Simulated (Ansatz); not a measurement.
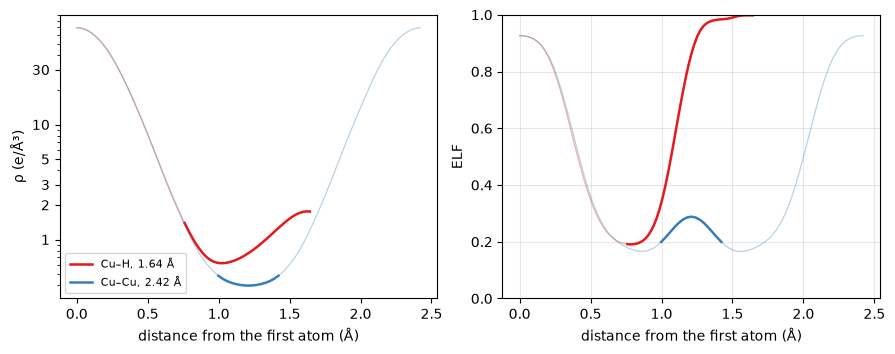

The picture shows: CuH2. Valence electron density and electron localisation function along straight lines between neighbouring atoms. Thin, pale parts lie inside the atomic spheres.

Space group P4₂/mcm; a structure generated by program, which may or may not match a known phase; computed without spin polarisation.

These are results of DFT PBE, scalar-relativistic, plane waves, PAW (Ansatz 0.2.0), not measurements.

Core electrons are frozen (PAW), and the valence fields are smoothed inside the atomic spheres.

```
Cu H
1.0
     3.25442    0.00000    0.00000
     0.00000    3.25442    0.00000
     0.00000    0.00000    4.83921
Cu H
2 4
Direct
  0.00000 0.00000 0.75000
  0.00000 0.00000 0.25000
  0.24150 0.24150 0.00000
  0.75850 0.75850 0.00000
  0.24150 0.75850 0.50000
  0.75850 0.24150 0.50000
```

Question: Compare the contacts.

Answer: Cu–H (1.64 Å): ρ is about 1 e/Å³ halfway; the ELF climbs to about 1 towards the hydrogen.
Cu–Cu (2.42 Å): ρ at the midpoint is about 0.4 e/Å³; the ELF is about 0.30 at the midpoint (no shared electron pair shows on this line).
